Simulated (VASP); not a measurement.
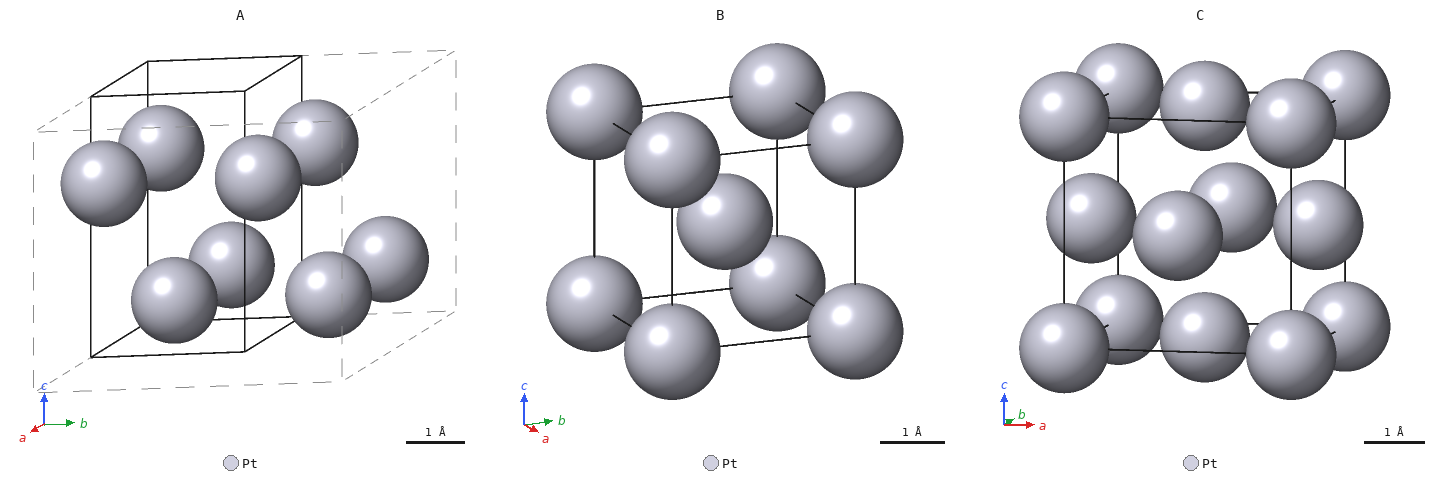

Three structures of Pt, each relaxed (cell and atoms) at zero pressure; conventional cells in solid outline, small ones repeated, each panel with its own scale. Alike in all runs: VASP 6.6.1; functional PBEsol; VASP's PAW PBE potentials, release 64 (Pt); cutoff 600 eV; occupations gaussian, width 0.1 eV; no spin polarisation; no spin-orbit coupling. The k meshes have like spacings.

### Name the structure in each panel.

A: hexagonal close-packed (Mg type), P6₃/mmc; B: body-centred cubic (W type), Im-3m; C: face-centred cubic (Cu type), Fm-3m.

### Rank them by energy, lowest first.

C, then A (+61 meV/atom) and B (+104 meV/atom), static energies at zero smearing.

### Collect the results in a table.

| panel | space group | E − E(lowest) (meV/atom) | volume (Å³/atom) |
| --- | --- | --- | --- |
| C | Fm-3m | 0 | 15.0 |
| A | P6₃/mmc | 61 | 15.1 |
| B | Im-3m | 104 | 15.2 |

The starts are database entries or structure types tried for this composition, and the most stable form need not be among them.

Caveat: spin-orbit coupling is left out, which matters for Pt, if less for volumes and forces than for levels.
